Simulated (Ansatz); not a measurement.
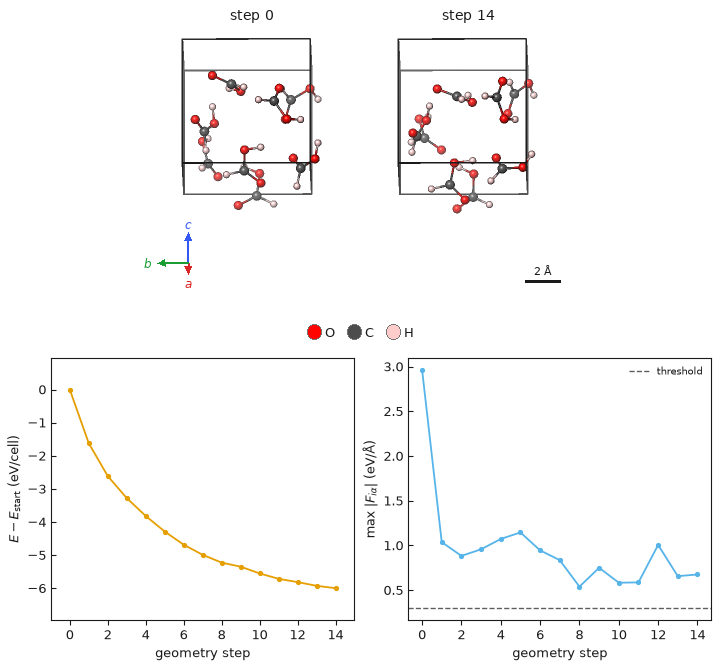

First and last geometry of a relaxation of an amorphous cell of composition H2CO2, with the history of the run. A ball-and-stick model of the cell of the calculation, seen from a free direction.

The cell holds 8 HCOOH. The run prepares the start of a later molecular dynamics calculation, from a guessed geometry.

These are results of Ansatz, DFT PBEsol, scalar-relativistic, plane waves, PAW, not measurements.

The input:
```yaml
crystal:
  lattice:
    - [7.387659, 0.0, 0.0]
    - [0.0, 7.387659, 0.0]
    - [0.0, 0.0, 7.387659]
  atoms:
    - { symbol: O, position: [0.9595623, 0.4066879, 0.1566555] }
    - { symbol: C, position: [0.9564151, 0.429381, -0.0247066] }
    - { symbol: O, position: [0.9543188, 0.5743101, -0.1016786] }
    - { symbol: H, position: [0.9597459, 0.5286646, 0.2088733] }
    - { symbol: H, position: [0.9560573, 0.2966411, -0.0910182] }
    - { symbol: O, position: [0.6652294, 0.7581095, 0.4861439] }
    - { symbol: C, position: [0.5308648, 0.8341351, 0.3882491] }
    - { symbol: O, position: [0.396326, 0.9041105, 0.4509887] }
    - { symbol: H, position: [0.6302911, 0.7720379, 0.6133852] }
    - { symbol: H, position: [0.5625383, 0.8226233, 0.2437447] }
    - { symbol: O, position: [0.4048997, 0.5476806, 0.6794364] }
    - { symbol: C, position: [0.2373638, 0.6188816, 0.696147] }
    - { symbol: O, position: [0.2035794, 0.7673792, 0.7573075] }
    - { symbol: H, position: [0.4885841, 0.6395259, 0.725981] }
    - { symbol: H, position: [0.1372047, 0.5216183, 0.645895] }
    - { symbol: O, position: [0.1795293, -0.0363841, 0.0754122] }
    - { symbol: C, position: [0.3168106, 0.0775125, 0.0354311] }
    - { symbol: O, position: [0.424795, 0.136901, 0.1438095] }
    - { symbol: H, position: [0.1872297, -0.058682, 0.2059824] }
    - { symbol: H, position: [0.315175, 0.1076383, -0.1098514] }
    - { symbol: O, position: [0.6346846, 0.0079599, 0.757974] }
    - { symbol: C, position: [0.5994741, 0.1575129, 0.6589225] }
    - { symbol: O, position: [0.6809355, 0.2025498, 0.5237587] }
    - { symbol: H, position: [0.7363912, -0.0526096, 0.6980395] }
    - { symbol: H, position: [0.4861055, 0.2314111, 0.7197818] }
    - { symbol: O, position: [0.0439664, 0.182433, 0.3629358] }
    - { symbol: C, position: [0.0637048, 0.282608, 0.5145685] }
    - { symbol: O, position: [0.1597758, 0.2434468, 0.6417309] }
    - { symbol: H, position: [0.1215779, 0.0760115, 0.3789347] }
    - { symbol: H, position: [-0.0204921, 0.4043763, 0.5045378] }
    - { symbol: O, position: [0.40603, 0.517934, 0.2074088] }
    - { symbol: C, position: [0.5263215, 0.5226324, 0.0698407] }
    - { symbol: O, position: [0.5742294, 0.3926401, -0.0181386] }
    - { symbol: H, position: [0.3684082, 0.3912161, 0.218908] }
    - { symbol: H, position: [0.5735823, 0.6619356, 0.050391] }
    - { symbol: O, position: [0.9274094, 0.8543727, 0.4082106] }
    - { symbol: C, position: [0.9337291, 0.8105246, 0.2308564] }
    - { symbol: O, position: [1.0585907, 0.7338088, 0.1569795] }
    - { symbol: H, position: [1.04164, 0.8118061, 0.4605986] }
    - { symbol: H, position: [0.8086775, 0.8550636, 0.1645569] }
basis:
  ecutwfc: 420.0
kpoints:
  mp_grid: { grid: [1, 1, 1] }
hamiltonian:
  xc: pbesol
scf:
  occupations: { method: fermi_dirac, width: 0.02 }
  lower_state_search: "off"
relax:
  f_tol: 0.3
  max_steps: 15
  adjacent_minimum: "off"
```

Command:
```bash
ansatz run input.yaml --threads 1 --pin off --max-ram 3072MiB --backend cpu --events-out ev --progress --plain --runs-dir out
```

> Did the run converge, and what did it change?

The relaxation stopped without meeting its thresholds, so the last structure isn't shown to be converged. It used up its limit of 15 steps. The energy falls by 5.999 eV per cell of the calculation in 14 geometry steps. The largest force component goes from 3 to 0.68 eV/Å. The atom that moves furthest is H40 (1.65 Å roughly along [0 1 3]). By element the largest moves are H 1.65 Å, O 1.62 Å, C 1.52 Å. The lattice vectors keep their values. Some distances before and after: O31–H34 0.980 → 1.082 Å, O11–C12 1.350 → 1.284 Å, O11–H14 0.980 → 1.038 Å, O31–C32 1.350 → 1.293 Å. Among the angles between lasting bonds that change: C37–O36–H39 106.0° → 114.1°, O11–C12–H15 109.4° → 115.9°, O13–C12–H15 125.5° → 120.2°. The run took 62 s on 1 thread of Arm Neoverse V1, on a shared host, peak memory 0.43 GiB.

```tsv
step	E − E(0), meV/atom	largest force component, eV/Å
0	0.00	2.9651
1	-40.53	1.0376
2	-65.33	0.8832
3	-81.95	0.9569
4	-95.45	1.0722
5	-107.19	1.1454
6	-117.16	0.9449
7	-124.78	0.8356
8	-130.67	0.5392
9	-133.74	0.7504
10	-138.82	0.5832
11	-142.89	0.5868
12	-145.39	1.0056
13	-148.18	0.6566
14	-149.98	0.6753
```

Limits of the set-up: the periodic images lie only 7.4 Å apart, so the values are limited by the cell's size.
